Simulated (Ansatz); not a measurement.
# Residual resistivity of an alloy: Ag(111) with 4 layers of random Ag-Ru, 2x2, part 2 of 2

Aim: the residual resistivity of a random alloy, from Ag(111) with 4 layers of random Ag-Ru, 2x2 and longer regions.

Ansatz 0.2.0; Ansatz plane-wave DFT, PBE, PAW files; ballistic transport by layer matching (Landauer), zero bias; PAW set soft_1.

So far. Step 2 (With 4 alloy layers): Over the solved energies the transmission per spin lies between 1.92 and 1.97, out of 3.27 channels of the lead on average (up to 3.33).

## 3. With 8 alloy layers

System of this step: Ag(111) with 8 layers of random Ag-Ru, 2x2. The cell holds 56 atoms: 52 Ag and 4 Ru. Cell: a = 5.779 Å, b = 5.779 Å, c = 33.070 Å, α = 87.5°, β = 92.5°, γ = 120.0°. It derives from Ag. Regions: lead, 24 atoms (24 Ag); scattering region, 32 atoms (28 Ag and 4 Ru). The structure is stacked along c, and the current runs across the ab planes.

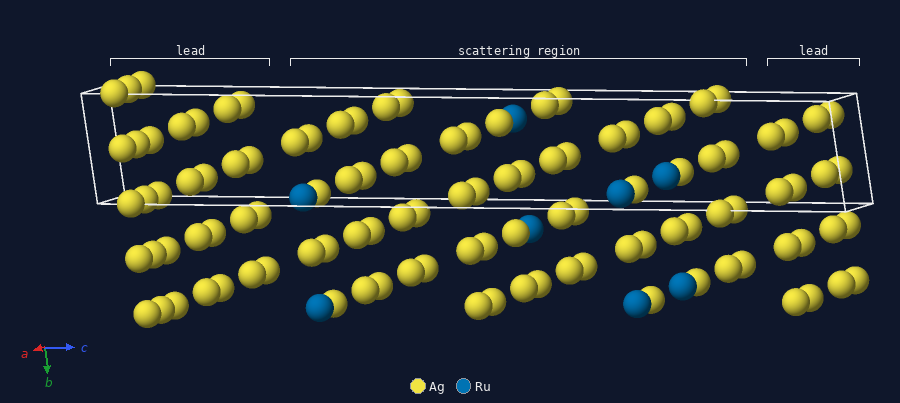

The cell of this step (silver yellow, ruthenium blue). 1×2×1 cells are drawn. Some periodic images of atoms are drawn too.

input.yaml

```yaml
crystal:
  lattice:
    - [5.7787594586, 0.0, 0.0]
    - [-2.8893797293, 5.0045524935, 0.0]
    - [-1.4446898646, 0.8340920822, 33.0283613795]
  atoms:
    - { symbol: Ag, position: [0.005952381, 0.994047619, 0.0357142857] }
    - { symbol: Ag, position: [0.005952381, 0.494047619, 0.0357142857] }
    - { symbol: Ag, position: [0.505952381, 0.994047619, 0.0357142857] }
    - { symbol: Ag, position: [0.505952381, 0.494047619, 0.0357142857] }
    - { symbol: Ag, position: [0.1845238095, 0.3154761905, 0.1071428571] }
    - { symbol: Ag, position: [0.1845238095, 0.8154761905, 0.1071428571] }
    - { symbol: Ag, position: [0.6845238095, 0.3154761905, 0.1071428571] }
    - { symbol: Ag, position: [0.6845238095, 0.8154761905, 0.1071428571] }
    - { symbol: Ag, position: [0.3630952381, 0.1369047619, 0.1785714286] }
    - { symbol: Ag, position: [0.3630952381, 0.6369047619, 0.1785714286] }
    - { symbol: Ag, position: [0.8630952381, 0.1369047619, 0.1785714286] }
    - { symbol: Ag, position: [0.8630952381, 0.6369047619, 0.1785714286] }
    - { symbol: Ag, position: [0.0416666667, 0.9583333333, 0.25] }
    - { symbol: Ag, position: [0.0416666667, 0.4583333333, 0.25] }
    - { symbol: Ru, position: [0.5416666667, 0.9583333333, 0.25] }
    - { symbol: Ag, position: [0.5416666667, 0.4583333333, 0.25] }
    - { symbol: Ag, position: [0.2202380952, 0.2797619048, 0.3214285714] }
    - { symbol: Ag, position: [0.2202380952, 0.7797619048, 0.3214285714] }
    - { symbol: Ag, position: [0.7202380952, 0.2797619048, 0.3214285714] }
    - { symbol: Ag, position: [0.7202380952, 0.7797619048, 0.3214285714] }
    - { symbol: Ag, position: [0.3988095238, 0.1011904762, 0.3928571429] }
    - { symbol: Ag, position: [0.3988095238, 0.6011904762, 0.3928571429] }
    - { symbol: Ag, position: [0.8988095238, 0.1011904762, 0.3928571429] }
    - { symbol: Ag, position: [0.8988095238, 0.6011904762, 0.3928571429] }
    - { symbol: Ag, position: [0.0773809524, 0.9226190476, 0.4642857143] }
    - { symbol: Ag, position: [0.0773809524, 0.4226190476, 0.4642857143] }
    - { symbol: Ag, position: [0.5773809524, 0.9226190476, 0.4642857143] }
    - { symbol: Ag, position: [0.5773809524, 0.4226190476, 0.4642857143] }
    - { symbol: Ru, position: [0.255952381, 0.244047619, 0.5357142857] }
    - { symbol: Ag, position: [0.255952381, 0.744047619, 0.5357142857] }
    - { symbol: Ag, position: [0.755952381, 0.244047619, 0.5357142857] }
    - { symbol: Ag, position: [0.755952381, 0.744047619, 0.5357142857] }
    - { symbol: Ag, position: [0.4345238095, 0.0654761905, 0.6071428571] }
    - { symbol: Ag, position: [0.4345238095, 0.5654761905, 0.6071428571] }
    - { symbol: Ag, position: [0.9345238095, 0.0654761905, 0.6071428571] }
    - { symbol: Ag, position: [0.9345238095, 0.5654761905, 0.6071428571] }
    - { symbol: Ag, position: [0.1130952381, 0.8869047619, 0.6785714286] }
    - { symbol: Ag, position: [0.1130952381, 0.3869047619, 0.6785714286] }
    - { symbol: Ru, position: [0.6130952381, 0.8869047619, 0.6785714286] }
    - { symbol: Ag, position: [0.6130952381, 0.3869047619, 0.6785714286] }
    - { symbol: Ag, position: [0.2916666667, 0.2083333333, 0.75] }
    - { symbol: Ag, position: [0.2916666667, 0.7083333333, 0.75] }
    - { symbol: Ag, position: [0.7916666667, 0.2083333333, 0.75] }
    - { symbol: Ru, position: [0.7916666667, 0.7083333333, 0.75] }
    - { symbol: Ag, position: [0.4702380952, 0.0297619048, 0.8214285714] }
    - { symbol: Ag, position: [0.4702380952, 0.5297619048, 0.8214285714] }
    - { symbol: Ag, position: [0.9702380952, 0.0297619048, 0.8214285714] }
    - { symbol: Ag, position: [0.9702380952, 0.5297619048, 0.8214285714] }
    - { symbol: Ag, position: [0.1488095238, 0.8511904762, 0.8928571429] }
    - { symbol: Ag, position: [0.1488095238, 0.3511904762, 0.8928571429] }
    - { symbol: Ag, position: [0.6488095238, 0.8511904762, 0.8928571429] }
    - { symbol: Ag, position: [0.6488095238, 0.3511904762, 0.8928571429] }
    - { symbol: Ag, position: [0.3273809524, 0.1726190476, 0.9642857143] }
    - { symbol: Ag, position: [0.3273809524, 0.6726190476, 0.9642857143] }
    - { symbol: Ag, position: [0.8273809524, 0.1726190476, 0.9642857143] }
    - { symbol: Ag, position: [0.8273809524, 0.6726190476, 0.9642857143] }
kpoints:
  mp_grid: { grid: [4, 4, 1] }
hamiltonian:
  xc: pbe
  pseudopotentials: { kind: paw, azcp: { folder: soft_1 } }
scf:
  occupations: { method: fermi_dirac, width: 0.1 }
output:
  transmission: { leads: [[0, 4]], kmesh: [8, 8], e_range: [-0.05, 0.05], de: 0.05 }
  write_potential: true
  write_density: true
  volumetric_format: npy
```

On the command line:

```console
$ ansatz run input.yaml --threads 4 --pin off --max-ram 15360MiB --backend cpu --events-out ev --progress --plain --runs-dir out
```

Numbers of over 12 decimals in the logs are rounded to 6 here.

Log:

```text
[...]
Crystal: 56 atoms, lattice volume = 955.184 Å³
Basis set: ecut = 420 eV, 18759 PW (Γ)
Bands: 632, of which v1, the nominal top of the filled ones, is band 526 counted from 1 (525 counted from 0)
Symmetry: 2 space group operations
[...]
k-points: 7 of 16 (time reversal used)
[...]
SCF iter   1: F=—  HF=-418234.451777 eV  |F-HF|=—  |Δ(HF+E_count)|=         —  Δρ=8.27e-2  dr2=9.65e1  ethr=3.10e-3  ⟨swp⟩=4.0  Hψ=13152  notcnv=0  defer=93
[...]
SCF iter  12: F=-418218.473122 eV  HF=-418218.473122 eV  |F-HF|=5.50e-8  |Δ(HF+E_count)|=   3.32e-9  Δρ=9.03e-7  dr2=5.73e-8  ethr=9.51e-12  ⟨swp⟩=8.6  Hψ=16440  notcnv=0
SCF 1 converged in 12 iterations: F = -418218.473122 eV  dr2 = 5.73e-8
[...]
transmission: 99 of 987 steps passed
transmission: 204 of 987 steps passed
[...]
transmission: 987 of 987 steps passed
SCF converged after 12 iterations
Free energy (F): -418218.473122 eV
[...]
Internal energy: -418217.448297 eV  (E = F + TS)
E sigma→0 (E₀):  -418217.960709 eV
Entropy (-TS):   -1.024824 eV (-18.300 meV/atom)
Fermi energy:    17.106071 eV
[...]
--- Band table (eV; the first three rows and the last of 7) ---
  k-point 0: bands = [... 522 lower, 17.1484, 17.3193, 17.4019, 17.5445, 17.6170, 17.6878, 17.6975, 17.8841, ... 102 higher]
  k-point 1: bands = [... 522 lower, 16.9532, 17.0010, 17.0746, 17.1496, 17.1836, 17.2491, 17.2962, 17.3816, ... 102 higher]
  k-point 2: bands = [... 522 lower, 16.7819, 16.7882, 16.9485, 17.0108, 17.0625, 17.1874, 17.3073, 17.3741, ... 102 higher]
  k-point 6: bands = [... 522 lower, 16.7549, 16.8578, 16.8838, 16.9270, 16.9352, 17.1242, 17.2546, 17.3165, ... 102 higher]
--- Transmission ---
  basis      : 253 plane waves across, 47 finite elements along
  points     : 21, standing for a mesh of 8 x 8
[...]
channels       : 3.234375e0 a spin
[...]
junction   : crystal 0 to crystal 0, 0.70 to 31.37 Å
    transmission   : 1.096447e0 a spin
[...]
```

Run time: 9.5 min. Hardware: 4 threads of Arm Neoverse V1, shared host; peak memory 8.1 GiB.

This step gave:

```
free energy                                   : -418218.4731 eV
energy at zero smearing                       : -418217.9607 eV
Fermi energy                                  : 17.11 eV
transmission per spin nearest the Fermi level : 1.096
step of the lead's potential                  : 32.6 meV
```

Per spin. Table of transmission, zone mean by energy, zero at the Fermi level:

```tsv
energy (eV)	transmission, zone mean
-0.0500	1.04
0.0000	1.10
0.0500	1.21
```

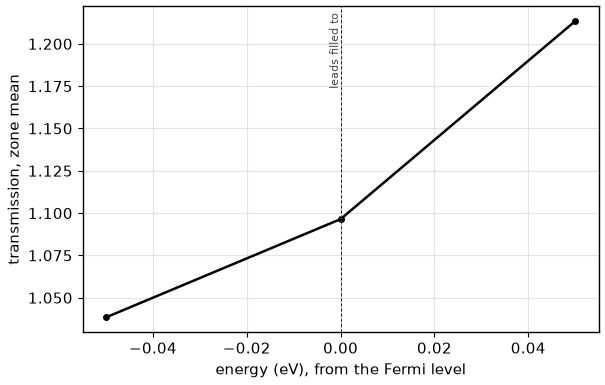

Transmission, zone mean, plotted against energy.

Over the solved energies the transmission per spin lies between 1.04 and 1.21, out of 3.27 channels of the lead on average (up to 3.33). The log calls the step of a lead's potential too much.

## 4. With 12 alloy layers

System of this step: Ag(111) with 12 layers of random Ag-Ru, 2x2. The cell holds 72 atoms: 66 Ag and 6 Ru. Cell: a = 5.779 Å, b = 5.779 Å, c = 42.465 Å, α = 90.0°, β = 90.0°, γ = 120.0°. It derives from Ag. Regions: lead, 24 atoms (24 Ag); scattering region, 48 atoms (42 Ag and 6 Ru). The structure is stacked along c, and the current runs across the ab planes.

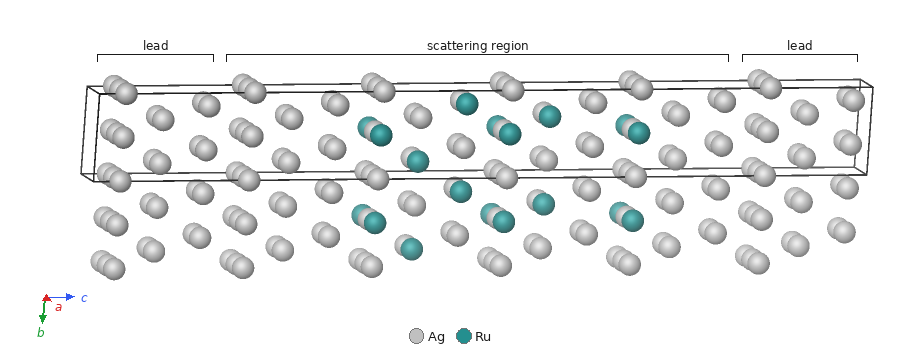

The cell of this step (silver light grey, ruthenium teal). 1×2×1 cells are drawn. Some periodic images of atoms are drawn too.

input.yaml

```yaml
crystal:
  lattice:
    - [5.7787594586, 0.0, 0.0]
    - [-2.8893797293, 5.0045524935, 0.0]
    - [0.0, 0.0, 42.4650360593]
  atoms:
    - { symbol: Ag, position: [0.0, 0.0, 0.0277777778] }
    - { symbol: Ag, position: [0.0, 0.5, 0.0277777778] }
    - { symbol: Ag, position: [0.5, 0.0, 0.0277777778] }
    - { symbol: Ag, position: [0.5, 0.5, 0.0277777778] }
    - { symbol: Ag, position: [0.1666666667, 0.3333333333, 0.0833333333] }
    - { symbol: Ag, position: [0.1666666667, 0.8333333333, 0.0833333333] }
    - { symbol: Ag, position: [0.6666666667, 0.3333333333, 0.0833333333] }
    - { symbol: Ag, position: [0.6666666667, 0.8333333333, 0.0833333333] }
    - { symbol: Ag, position: [0.3333333333, 0.1666666667, 0.1388888889] }
    - { symbol: Ag, position: [0.3333333333, 0.6666666667, 0.1388888889] }
    - { symbol: Ag, position: [0.8333333333, 0.1666666667, 0.1388888889] }
    - { symbol: Ag, position: [0.8333333333, 0.6666666667, 0.1388888889] }
    - { symbol: Ag, position: [0.0, 0.0, 0.1944444444] }
    - { symbol: Ag, position: [0.0, 0.5, 0.1944444444] }
    - { symbol: Ag, position: [0.5, 0.0, 0.1944444444] }
    - { symbol: Ag, position: [0.5, 0.5, 0.1944444444] }
    - { symbol: Ag, position: [0.1666666667, 0.3333333333, 0.25] }
    - { symbol: Ag, position: [0.1666666667, 0.8333333333, 0.25] }
    - { symbol: Ag, position: [0.6666666667, 0.3333333333, 0.25] }
    - { symbol: Ag, position: [0.6666666667, 0.8333333333, 0.25] }
    - { symbol: Ag, position: [0.3333333333, 0.1666666667, 0.3055555556] }
    - { symbol: Ag, position: [0.3333333333, 0.6666666667, 0.3055555556] }
    - { symbol: Ag, position: [0.8333333333, 0.1666666667, 0.3055555556] }
    - { symbol: Ag, position: [0.8333333333, 0.6666666667, 0.3055555556] }
    - { symbol: Ag, position: [0.0, 0.0, 0.3611111111] }
    - { symbol: Ru, position: [0.0, 0.5, 0.3611111111] }
    - { symbol: Ag, position: [0.5, 0.0, 0.3611111111] }
    - { symbol: Ag, position: [0.5, 0.5, 0.3611111111] }
    - { symbol: Ag, position: [0.1666666667, 0.3333333333, 0.4166666667] }
    - { symbol: Ag, position: [0.1666666667, 0.8333333333, 0.4166666667] }
    - { symbol: Ag, position: [0.6666666667, 0.3333333333, 0.4166666667] }
    - { symbol: Ru, position: [0.6666666667, 0.8333333333, 0.4166666667] }
    - { symbol: Ag, position: [0.3333333333, 0.1666666667, 0.4722222222] }
    - { symbol: Ag, position: [0.3333333333, 0.6666666667, 0.4722222222] }
    - { symbol: Ru, position: [0.8333333333, 0.1666666667, 0.4722222222] }
    - { symbol: Ag, position: [0.8333333333, 0.6666666667, 0.4722222222] }
    - { symbol: Ag, position: [0.0, 0.0, 0.5277777778] }
    - { symbol: Ru, position: [0.0, 0.5, 0.5277777778] }
    - { symbol: Ag, position: [0.5, 0.0, 0.5277777778] }
    - { symbol: Ag, position: [0.5, 0.5, 0.5277777778] }
    - { symbol: Ag, position: [0.1666666667, 0.3333333333, 0.5833333333] }
    - { symbol: Ag, position: [0.1666666667, 0.8333333333, 0.5833333333] }
    - { symbol: Ru, position: [0.6666666667, 0.3333333333, 0.5833333333] }
    - { symbol: Ag, position: [0.6666666667, 0.8333333333, 0.5833333333] }
    - { symbol: Ag, position: [0.3333333333, 0.1666666667, 0.6388888889] }
    - { symbol: Ag, position: [0.3333333333, 0.6666666667, 0.6388888889] }
    - { symbol: Ag, position: [0.8333333333, 0.1666666667, 0.6388888889] }
    - { symbol: Ag, position: [0.8333333333, 0.6666666667, 0.6388888889] }
    - { symbol: Ag, position: [0.0, 0.0, 0.6944444444] }
    - { symbol: Ru, position: [0.0, 0.5, 0.6944444444] }
    - { symbol: Ag, position: [0.5, 0.0, 0.6944444444] }
    - { symbol: Ag, position: [0.5, 0.5, 0.6944444444] }
    - { symbol: Ag, position: [0.1666666667, 0.3333333333, 0.75] }
    - { symbol: Ag, position: [0.1666666667, 0.8333333333, 0.75] }
    - { symbol: Ag, position: [0.6666666667, 0.3333333333, 0.75] }
    - { symbol: Ag, position: [0.6666666667, 0.8333333333, 0.75] }
    - { symbol: Ag, position: [0.3333333333, 0.1666666667, 0.8055555556] }
    - { symbol: Ag, position: [0.3333333333, 0.6666666667, 0.8055555556] }
    - { symbol: Ag, position: [0.8333333333, 0.1666666667, 0.8055555556] }
    - { symbol: Ag, position: [0.8333333333, 0.6666666667, 0.8055555556] }
    - { symbol: Ag, position: [0.0, 0.0, 0.8611111111] }
    - { symbol: Ag, position: [0.0, 0.5, 0.8611111111] }
    - { symbol: Ag, position: [0.5, 0.0, 0.8611111111] }
    - { symbol: Ag, position: [0.5, 0.5, 0.8611111111] }
    - { symbol: Ag, position: [0.1666666667, 0.3333333333, 0.9166666667] }
    - { symbol: Ag, position: [0.1666666667, 0.8333333333, 0.9166666667] }
    - { symbol: Ag, position: [0.6666666667, 0.3333333333, 0.9166666667] }
    - { symbol: Ag, position: [0.6666666667, 0.8333333333, 0.9166666667] }
    - { symbol: Ag, position: [0.3333333333, 0.1666666667, 0.9722222222] }
    - { symbol: Ag, position: [0.3333333333, 0.6666666667, 0.9722222222] }
    - { symbol: Ag, position: [0.8333333333, 0.1666666667, 0.9722222222] }
    - { symbol: Ag, position: [0.8333333333, 0.6666666667, 0.9722222222] }
kpoints:
  mp_grid: { grid: [4, 4, 1] }
hamiltonian:
  xc: pbe
  pseudopotentials: { kind: paw, azcp: { folder: soft_1 } }
scf:
  occupations: { method: fermi_dirac, width: 0.1 }
output:
  transmission: { leads: [[0, 4]], kmesh: [8, 8], e_range: [-0.05, 0.05], de: 0.05 }
  write_potential: true
  write_density: true
  volumetric_format: npy
```

Log:

```text
[...]
Crystal: 72 atoms, lattice volume = 1228.093 Å³
Basis set: ecut = 420 eV, 24081 PW (Γ)
Bands: 810, of which v1, the nominal top of the filled ones, is band 675 counted from 1 (674 counted from 0)
Symmetry: 1 space group operations
[...]
k-points: 10 of 16 (time reversal used)
[...]
SCF iter   1: F=—  HF=-536261.809582 eV  |F-HF|=—  |Δ(HF+E_count)|=         —  Δρ=8.12e-2  dr2=1.08e2  ethr=3.10e-3  ⟨swp⟩=4.0  Hψ=24014  notcnv=0  defer=213
[...]
SCF iter  13: F=-536240.867763 eV  HF=-536240.867763 eV  |F-HF|=4.82e-8  |Δ(HF+E_count)|=   1.34e-8  Δρ=5.83e-7  dr2=5.05e-8  ethr=7.41e-12  ⟨swp⟩=7.3  Hψ=30197  notcnv=0
SCF 1 converged in 13 iterations: F = -536240.867763 eV  dr2 = 5.05e-8
[...]
transmission: 216 of 2142 steps passed
transmission: 432 of 2142 steps passed
[...]
transmission: 2142 of 2142 steps passed
SCF converged after 13 iterations
Free energy (F): -536240.867763 eV
[...]
Internal energy: -536239.520492 eV  (E = F + TS)
E sigma→0 (E₀):  -536240.194128 eV
Entropy (-TS):   -1.347270 eV (-18.712 meV/atom)
Fermi energy:    17.113429 eV
[...]
--- Band table (eV; the first three rows and the last of 10) ---
  k-point 0: bands = [... 671 lower, 17.2573, 17.2743, 17.3700, 17.4408, 17.6491, 17.6576, 17.6630, 17.6779, ... 131 higher]
  k-point 1: bands = [... 671 lower, 16.9900, 17.0305, 17.0833, 17.1165, 17.1373, 17.1615, 17.2739, 17.3034, ... 131 higher]
  k-point 2: bands = [... 671 lower, 16.8309, 16.8581, 16.9268, 17.0238, 17.0316, 17.1174, 17.1306, 17.1692, ... 131 higher]
  k-point 9: bands = [... 671 lower, 16.8161, 16.9244, 16.9533, 17.0235, 17.0653, 17.1386, 17.1949, 17.3319, ... 131 higher]
--- Transmission ---
  basis      : 253 plane waves across, 63 finite elements along
  points     : 34, standing for a mesh of 8 x 8
[...]
channels       : 3.234375e0 a spin
[...]
junction   : crystal 0 to crystal 0, 1.66 to 41.77 Å
    transmission   : 9.514064e-1 a spin
[...]
```

Wall time 25 min (4 threads); peak memory 8 GiB.

Numbers from this step:

```
free energy                                   : -536240.8678 eV
energy at zero smearing                       : -536240.1941 eV
transmission per spin nearest the Fermi level : 0.9514
step of the lead's potential                  : 13.5 meV
```

Per spin. Transmission, zone mean against energy, zero at the Fermi level:

```tsv
energy (eV)	transmission, zone mean
-0.0500	0.877
0.0000	0.951
0.0500	1.14
```

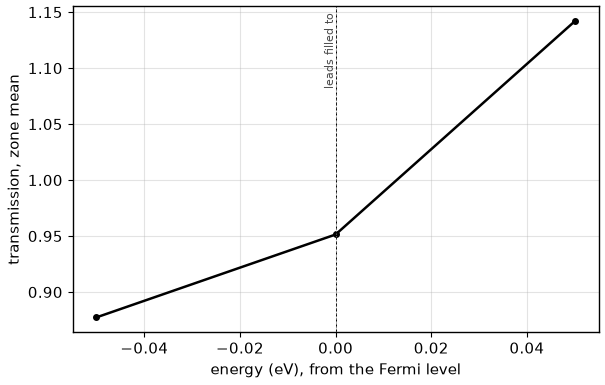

Transmission, zone mean, plotted against energy.

Over the solved energies the transmission per spin lies between 0.877 and 1.14, out of 3.27 channels of the lead on average (up to 3.33).

## 5. Resistance against length

This step: Ansatz plane-wave DFT, PBE, PAW files; ballistic transport by layer matching (Landauer), zero bias; residual resistivity from the slope of the area resistance, atoms on the host's lattice; PAW set soft_1 (Ansatz 0.2.0).

Numbers from this step:

```yaml
resistivity: 97.95 µΩ cm
intercept: 0.01985 fΩ m²
scatter_about_the_fit: 0.2353 fΩ m²
```

Resistance, by row:

```tsv
run	length (Å)	T	channels N	RA (fΩ m²)
n4	9.437	1.943	3.266	0.7778
n8	18.87	1.116	3.266	2.201
n12	28.31	0.9902	3.266	2.626
```

Table of area resistance by length of the alloy:

```tsv
length of the alloy (Å)	area resistance (fΩ m²)
9.44	0.778
18.87	2.20
28.31	2.63
```

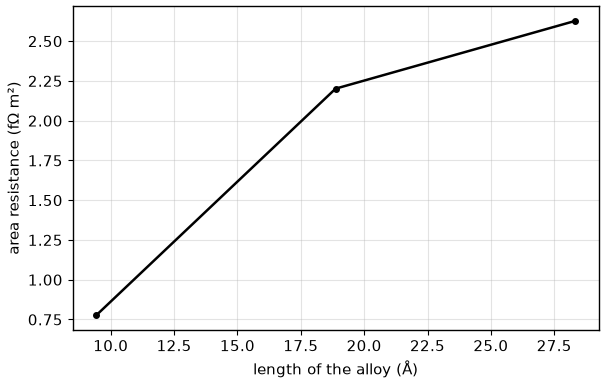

Area resistance, plotted against length of the alloy.

The area resistance goes from 0.78 to 2.6 fΩ m² between 9.4 and 28.3 Å, a slope of 98 µΩ cm.

By hand from the end points: (2.626 − 0.7778) fΩ m² / (28.31 − 9.44) Å = 98 µΩ cm, since 1 fΩ m² per Å is 1000 µΩ cm.

## 6. Summary of results

```yaml
resistivity_from_the_slope: 98.0 µΩ cm
area_resistance_over_9p44_a: 0.778 fΩ m²
area_resistance_over_18p9_a: 2.20 fΩ m²
area_resistance_over_28p3_a: 2.63 fΩ m²
```

**Reading.** The slope gives 98 µΩ cm. The points scatter by 0.24 fΩ m² about the line, with one random draw a length in a 2x2 cell, so the slope is a rough value. Read with a model of isotropic scattering on a spherical Fermi surface and the lead's 0.87×10¹⁵ S/m², this slope means a mean free path near 8.8 Å; over these lengths the model's slope is within 3 % of its bulk resistivity. The draw over the shortest length came out nearly ordered, with 8 symmetry operations, so that point is a poor sample of a random alloy. The atoms sit on the host's lattice, so scattering by size misfit is left out. A lead's potential steps by up to 33 meV from period to period, which the log calls too much, so longer leads could move the result.

[Logs are printed without paths, hosts, clocks, repeated set-up lines and the standing remarks that a program may print on its own settings, such as how far it seeks lower states.]

[Hosts, paths, dates, database ids (printed as entryN), source tags and the programs' standing remarks are cut or masked in the printed files.]
